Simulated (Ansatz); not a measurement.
**BaTiO3: geometry relaxation (part 2 of 2)**

The same run, continued: BaTiO3 (Pm-3m, 5 atoms in the cell); DFT PBEsol, scalar-relativistic, plane waves, PAW, no spin polarisation (Ansatz 0.2.0); cutoff 420 eV, 8×8×8 k-mesh, Gaussian smearing of 0.02 eV. The structure derives from an entry of the Crystallography Open Database.

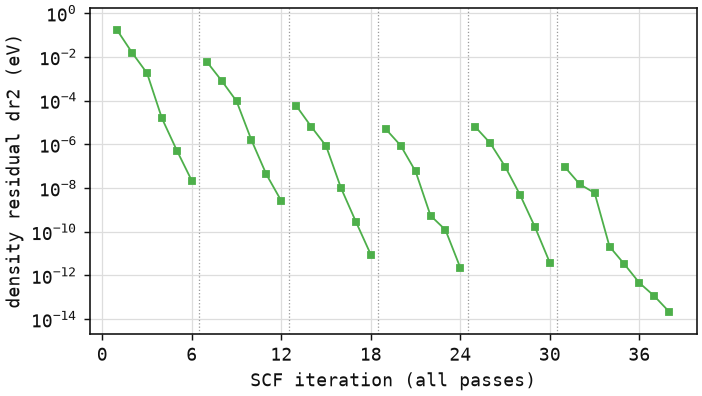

Convergence of the self-consistent field: density residual dr2 against the SCF iteration. The dotted lines part the SCF passes of the relaxation: geometry steps, rejected trials and re-solves on a re-selected basis. The 6 passes take 6 to 8 iterations each, 38 in all.

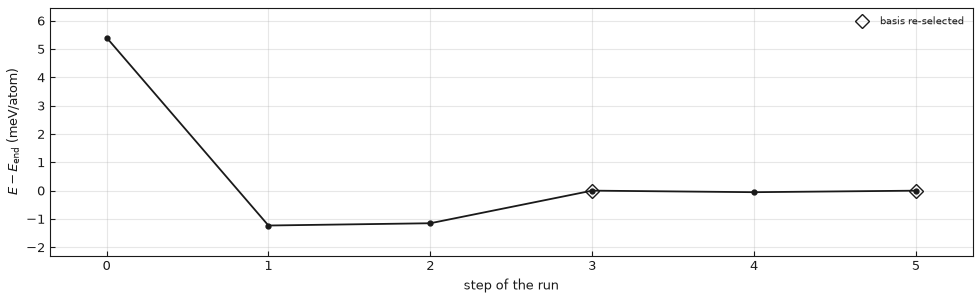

Progress of the relaxation, step by step (the first geometry is step 0 here and step 1 in the log).

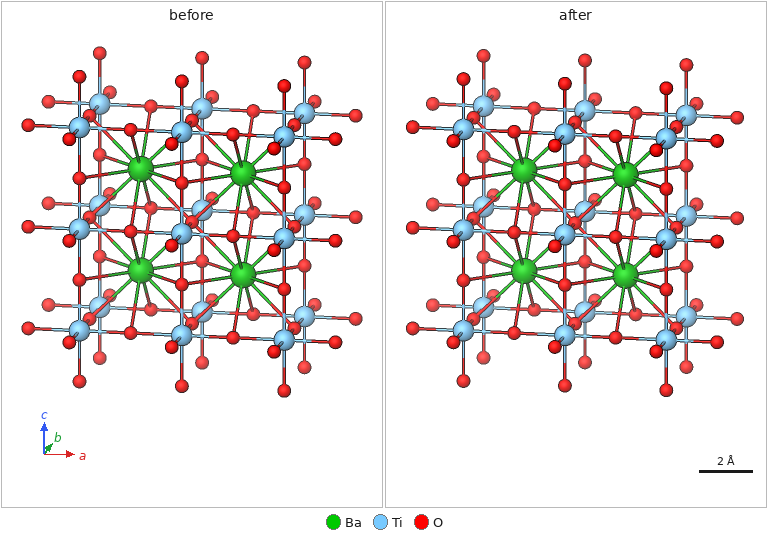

Before (left) and after (right) the relaxation, at one scale (ball-and-stick view of the cell of the calculation, repeated 2 × 1 × 2, with bonded neighbours outside it, seen slightly off an axis). The atoms keep their places relative to the cell (all moves are under 0.005 Å). The volume changes by −2.8 %, with a = b = c 4.007 → 3.970 Å (−0.9 %). Among the contacts that change: Ba1–O3 2.834 → 2.807 Å, Ti2–O3 2.004 → 1.985 Å. The space group stays Pm-3m (No. 221). Over 3 geometry steps the energy falls by 5.5 meV per atom. All forces vanish by symmetry, so only the cell relaxes. The pressure goes from −4.77 to −0.01 GPa. 1 further SCF at an unchanged geometry re-selected the plane-wave basis for the new cell. The energy change given includes the shifts at the re-selections in mid-walk, which come without any move. A last SCF at the same geometry on a re-selected plane-wave basis shifts the energy by +0.1 meV per atom. (Atoms are counted from 1 in the order of the input.)

```
basis re-selected at this cell: Δ(F+E_penalty+E_count) = +2.674e-4 eV, ΔP = -0.003 GPa vs the last step (what re-selecting the basis moved, of the pressure what is left beyond the Pulay correction that the steps carried, after the strain that the cell walked since its last selection, with what the two solves' SCF thresholds leave and, on support functions, any second-order correction that the steps lacked; it is no measure of the basis error at this ecutwfc). This SCF's stress stands 5.73e-3 GPa from its target on what of the cell is left free (relax.cell.stress_tol is 5.00e-2 GPa) and its largest allowed force component is 1.16e-29 eV/Å (relax.f_tol is 5.00e-3 eV/Å): within both
SCF converged after 8 iterations
Free energy (F): -10027.462521 eV
Harris-Foulkes:  -10027.462521 eV  (|F-HF|=1.82e-12)
Internal energy: -10027.462521 eV  (E = F + TS)
E sigma→0 (E₀):  -10027.462521 eV
Fermi energy:    11.417165 eV
--- Per-component energies (eV) ---
  E_band       = -129.617694
  E_kinetic    = 969.252156
  E_local      = -2060.397798  (includes V_loc(G=0)·N_el)
  E_nonlocal   = 206.952744
  E_hartree    = 804.003732
  E_xc         = -486.769255
  E_vxc        = -543.795939  (∫ρ·V_xc dr)
  E_paw        = -6616.851146  (= ΣΔE_a)
  E_vpaw       = -309.643794  (= ΣTr[D̂ρ^β])
  E_aug_tail   = 0.007472  (compensation charges beyond the density's cutoff)
  E_ewald      = -2844.057107
  E_core_change = 0.396681  (= ΣΔE_core)
  E_smearing   = -0.000000  (= −TS)
  E_closure    = -0.000000  (closes the sum)
  Σ components = -10027.462521   (vs F -10027.462521, Δ=0.00e0)
--- Forces (eV/Å), atoms counted from 1 ---
  atom   1  Ba    -0.00000000    -0.00000000    -0.00000000
  atom   2  Ti     0.00000000    -0.00000000    -0.00000000
  atom   3  O     -0.00000000     0.00000000    -0.00000000
  atom   4  O     -0.00000000     0.00000000     0.00000000
  atom   5  O      0.00000000    -0.00000000    -0.00000000
  max |Σ_I F_I| component: 1.56e-29 eV/Å
--- Stress (GPa, compression-positive) ---
       -0.005725      -0.000000      -0.000000
       -0.000000      -0.005725      -0.000000
       -0.000000      -0.000000      -0.005725
  P = ⅓ Tr σ = -0.0057 GPa (-0.057 kbar)
--- Band table (eV; the first three rows and the last of 35) ---
  k-point 0: bands = ["-45.6595", "-22.0106", "-22.0106", "-22.0106", "-14.0131", "-6.3077", "-5.6322", "-5.6322", "0.7816", "0.7816", "0.7816", "8.2460", "8.2460", "8.2460", "9.3390", "9.3390", "9.3390", "10.4317", "10.4317", "10.4317", "12.3254", "12.3254", "12.3254", "14.6888", "14.6888"]
  k-point 1: bands = ["-45.6593", "-22.0194", "-22.0102", "-22.0102", "-13.9927", "-6.3208", "-5.6268", "-5.6172", "0.8088", "0.8088", "0.8537", "7.9736", "8.1967", "8.1967", "9.1606", "9.1606", "9.2001", "10.0240", "10.3106", "10.3106", "12.3454", "12.6614", "12.6614", "14.6906", "15.1295"]
  k-point 2: bands = ["-45.6590", "-22.0407", "-22.0093", "-22.0093", "-13.9425", "-6.4070", "-5.6139", "-5.5151", "0.8762", "0.8762", "1.0255", "7.3292", "8.0291", "8.0291", "8.8616", "8.8616", "8.8991", "9.2942", "10.0855", "10.0855", "12.3949", "13.3408", "13.3408", "14.6934", "15.9304"]
  k-point 34: bands = ["-45.6564", "-22.0633", "-22.0633", "-22.0633", "-13.7037", "-5.3522", "-5.3522", "-5.3522", "-0.0277", "-0.0277", "-0.0277", "5.9540", "6.6082", "6.6082", "8.1776", "8.1776", "8.1776", "10.5090", "10.5090", "10.5090", "14.8905", "14.8905", "14.8905", "17.3728", "17.3728"]
--- Relaxed structure (4 steps of the walk, 4 accepted, 2 SCFs on fresh bases) ---
  F+E_penalty+E_count = -10027.46252093 eV   max|allowed force component| = 1.160e-29 eV/Å   (the final SCF, on the basis selected at the relaxed cell)
  cell:  # Å, volume = 62.5646 Å³
    - [3.9698693898067443, -1.6851887013388314e-33, 1.925929944387236e-34]
    - [-1.6851887013388314e-33, 3.9698693898067443, 0.0]
    - [-1.9259299443872354e-34, 0.0, 3.9698693898067443]
  atoms:
    - { symbol: Ba, position: [0.49999999999999994, 0.49999999999999994, 0.49999999999999994] }
    - { symbol: Ti, position: [-5.398800449666701e-34, 1.8903811663521948e-34, 3.3642376689320667e-35] }
    - { symbol: O, position: [0.49999999999999994, -6.728475337863026e-35, -6.247869956587811e-35] }
    - { symbol: O, position: [3.25209641330091e-34, 0.49999999999999994, 4.966255606518393e-35] }
    - { symbol: O, position: [2.9316928257835954e-34, -3.204035875164158e-36, 0.49999999999999994] }
```

**Trajectory as extended XYZ (Å, eV, eV/Å), 6 frames, from step=1 to step=6**
```
5
Lattice="4.0073 0.0000 0.0000 0.0000 4.0073 0.0000 0.0000 0.0000 4.0073" Properties=species:S:1:pos:R:3:forces:R:3 step=1 energy=-10027.43549 pressure_GPa=-4.77
Ba    2.0036    2.0036    2.0036    0.0000   0.0000   0.0000
Ti    0.0000    0.0000    0.0000    0.0000   0.0000   0.0000
O     2.0036    0.0000    0.0000    0.0000   0.0000   0.0000
O     0.0000    2.0036    0.0000    0.0000   0.0000   0.0000
O     0.0000    0.0000    2.0036    0.0000   0.0000   0.0000
5
Lattice="3.9676 0.0000 0.0000 0.0000 3.9676 0.0000 0.0000 0.0000 3.9676" Properties=species:S:1:pos:R:3:forces:R:3 step=2 energy=-10027.46867 pressure_GPa=0.49
Ba    1.9838    1.9838    1.9838    0.0000   0.0000   0.0000
Ti    0.0000    0.0000    0.0000    0.0000   0.0000   0.0000
O     1.9838    0.0000    0.0000    0.0000   0.0000   0.0000
O     0.0000    1.9838    0.0000    0.0000   0.0000   0.0000
O     0.0000    0.0000    1.9838    0.0000   0.0000   0.0000
5
Lattice="3.9712 0.0000 0.0000 0.0000 3.9712 0.0000 0.0000 0.0000 3.9712" Properties=species:S:1:pos:R:3:forces:R:3 step=3 energy=-10027.46827 pressure_GPa=-0.02
Ba    1.9856    1.9856    1.9856    0.0000   0.0000   0.0000
Ti    0.0000    0.0000    0.0000    0.0000   0.0000   0.0000
O     1.9856    0.0000    0.0000    0.0000   0.0000   0.0000
O     0.0000    1.9856    0.0000    0.0000   0.0000   0.0000
O     0.0000    0.0000    1.9856    0.0000   0.0000   0.0000
5
Lattice="3.9712 0.0000 0.0000 0.0000 3.9712 0.0000 0.0000 0.0000 3.9712" Properties=species:S:1:pos:R:3:forces:R:3 step=4 energy=-10027.46251 pressure_GPa=-0.19
Ba    1.9856    1.9856    1.9856    0.0000   0.0000   0.0000
Ti    0.0000    0.0000    0.0000    0.0000   0.0000   0.0000
O     1.9856    0.0000    0.0000    0.0000   0.0000   0.0000
O     0.0000    1.9856    0.0000    0.0000   0.0000   0.0000
O     0.0000    0.0000    1.9856    0.0000   0.0000   0.0000
5
Lattice="3.9699 0.0000 0.0000 0.0000 3.9699 0.0000 0.0000 0.0000 3.9699" Properties=species:S:1:pos:R:3:forces:R:3 step=5 energy=-10027.46279 pressure_GPa=-0.00
Ba    1.9849    1.9849    1.9849    0.0000   0.0000   0.0000
Ti    0.0000    0.0000    0.0000    0.0000   0.0000   0.0000
O     1.9849    0.0000    0.0000    0.0000   0.0000   0.0000
O     0.0000    1.9849    0.0000    0.0000   0.0000   0.0000
O     0.0000    0.0000    1.9849    0.0000   0.0000   0.0000
5
Lattice="3.9699 0.0000 0.0000 0.0000 3.9699 0.0000 0.0000 0.0000 3.9699" Properties=species:S:1:pos:R:3:forces:R:3 step=6 energy=-10027.46252 pressure_GPa=-0.01
Ba    1.9849    1.9849    1.9849    0.0000   0.0000   0.0000
Ti    0.0000    0.0000    0.0000    0.0000   0.0000   0.0000
O     1.9849    0.0000    0.0000    0.0000   0.0000   0.0000
O     0.0000    1.9849    0.0000    0.0000   0.0000   0.0000
O     0.0000    0.0000    1.9849    0.0000   0.0000   0.0000
```

The run was set up as follows.

**The input**
```yaml
crystal:
  lattice:
    - [4.0073, 0.0, 0.0]
    - [0.0, 4.0073, 0.0]
    - [0.0, 0.0, 4.0073]
  atoms:
    - { symbol: Ba, position: [0.5, 0.5, 0.5] }
    - { symbol: Ti, position: [0.0, 0.0, 0.0] }
    - { symbol: O, position: [0.5, 0.0, 0.0] }
    - { symbol: O, position: [0.0, 0.5, 0.0] }
    - { symbol: O, position: [0.0, 0.0, 0.5] }
basis:
  ecutwfc: 420
kpoints:
  mp_grid: { grid: [8, 8, 8] }
hamiltonian:
  xc: pbesol
scf:
  occupations: { method: gaussian, width: 0.02 }
output:
  forces: true
  stress: true
  eigenvalues: true
relax:
  adjacent_minimum: "off"
  f_tol: 0.005
  max_steps: 80
  cell: { stress_tol: 0.05 }
```

Command:
```bash
ansatz run input.yaml --threads 2 --pin off --max-ram 5120MiB --backend cpu --events-out ev --progress --plain --runs-dir out
```

**Key numbers**

- outcome: converged
- space group (tolerance 0.01 Å): Pm-3m (221)
- electrons treated: 40
- free energy: −10027.4625 eV
- Fermi energy: 11.417 eV
- gap on the k-point mesh: 1.82 eV
- pressure: −0.01 GPa
- final volume: 62.56 Å³
- largest force (length of the vector) at the end: under 0.001 eV/Å
- final cell: a = 3.970 Å, b = 3.970 Å, c = 3.970 Å, α = 90.00°, β = 90.00°, γ = 90.00°
- hardware: 2 threads of Intel Xeon @ 2.50GHz (Skylake/Cascade Lake), 32 GiB of memory available, shared host
- wall time: 13 s (CPU time 25 s)
- peak memory: 0.45 GiB
